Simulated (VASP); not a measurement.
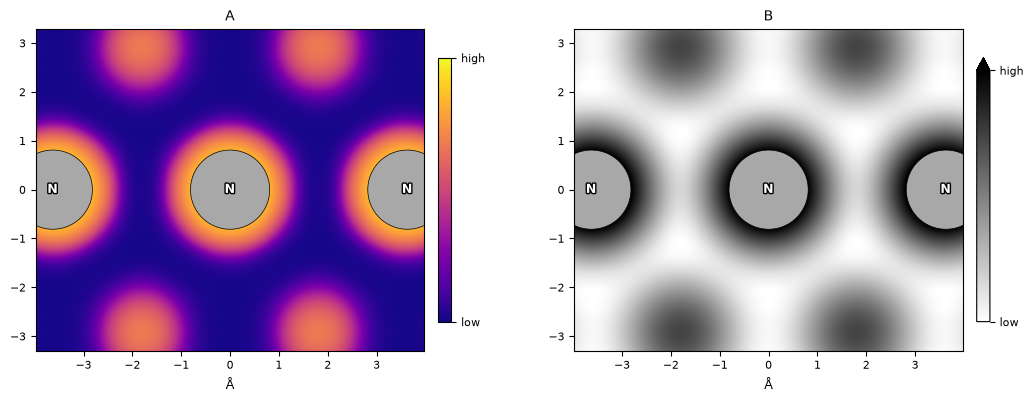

N: 2 fields on the (100) plane of the conventional cell, with unlabelled colour scales. Grey discs cover the atomic cores.

Space group P6₃/mmc; computed pressure about −8 GPa in this cell.

These are results of VASP, Kohn-Sham DFT of a periodic cell, r2SCAN, VASP PAW PBE potentials, recommended, not measurements.

Which field does each panel show? The fields are: electron localisation function and valence pseudo-density.

Panel A: electron localisation function. Panel B: valence pseudo-density. From the grid: N–N (3.63 Å): the density is about 0.02 e/Å³ at the midpoint; the ELF is about 0 at the midpoint: no localised pair shows between them.
